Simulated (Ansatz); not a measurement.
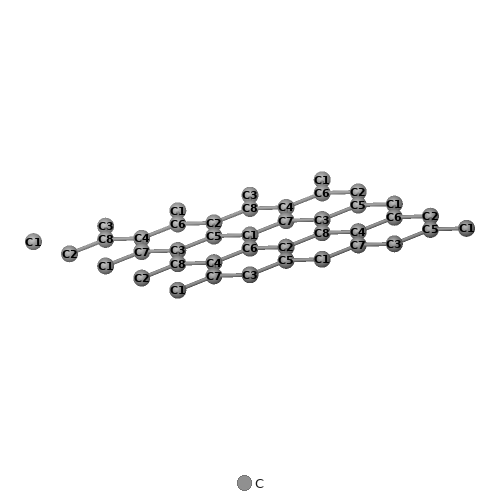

The system is Si on a two-dimensional sheet of C (8 atoms of substrate and one adsorbate in a 2 × 2 cell); the picture shows it without the atoms that are moved over the map. 
- Si is moved over the surface cell at a fixed height above a rigid substrate; the origin of the map has the adsorbate above C1; the height is held at 2.50 Å.
- Places are given modulo a cell vector. The map is drawn in real space over the plane of the surface.
- Grid: 6 × 6 points; 7 points were computed and 29 follow by symmetry.
- Places are given in fractions of the 1 × 1 surface cell.
- Energies: meV, counted from the lowest grid point.
- Energies and slopes of some neighbouring points disagree (a jump in structure or state, or too coarse a mesh). The magnetic moment jumps between some neighbouring points. At a fixed height the lowest place need not be the adsorption site.
- Level of theory: Ansatz, DFT PBE+D3(BJ), scalar-relativistic, plane waves, PAW. Settings: cutoff 420 eV, k-mesh 6×6×1, gaussian smearing 0.1 eV, spin-polarised.

Range: position of Si9 along the first surface vector from 0.000 to 0.833; position of Si9 along the second surface vector from 0.000 to 0.833.

Question: What landscape does the calculation give?

Answer: The lowest grid point is at the top site over a surface C atom, (0/6, 0/6) of the cell vectors. The same energy is found at the top site over a surface C atom, (4/6, 2/6) of the cell vectors. The highest grid point, (1/6, 3/6) of the cell vectors [nearest 2 C at 2.73 Å], lies 167 meV above the lowest. At the lowest point the adsorbate has 1 C at 2.50 Å as nearest neighbours, at the highest 2 C at 2.73 Å.

```csv
"second ↓, first →",0/6,1/6,2/6,3/6,4/6,5/6
5/6,26,98,167,167,98,26
4/6,83,167,164,167,83,39
3/6,98,167,167,98,26,26
2/6,83,98,83,26,0,26
1/6,26,26,39,26,26,39
0/6,0,26,83,98,83,26
```

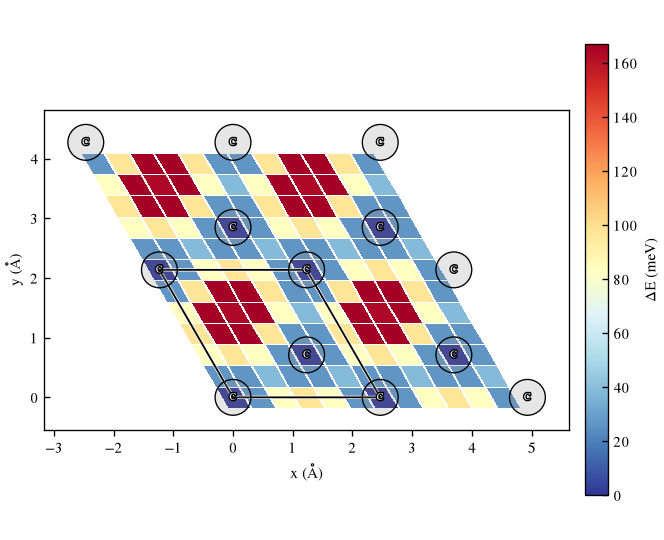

The picture shows one coloured cell a grid point, labelled circles for the atoms of the top layer, the outline of one cell of the 2 × 2 shown.

Time for the 7 points that were run: 6 min on 1 thread of Arm Neoverse V1, with other jobs on the host.

PAW datasets: the set soft_1.
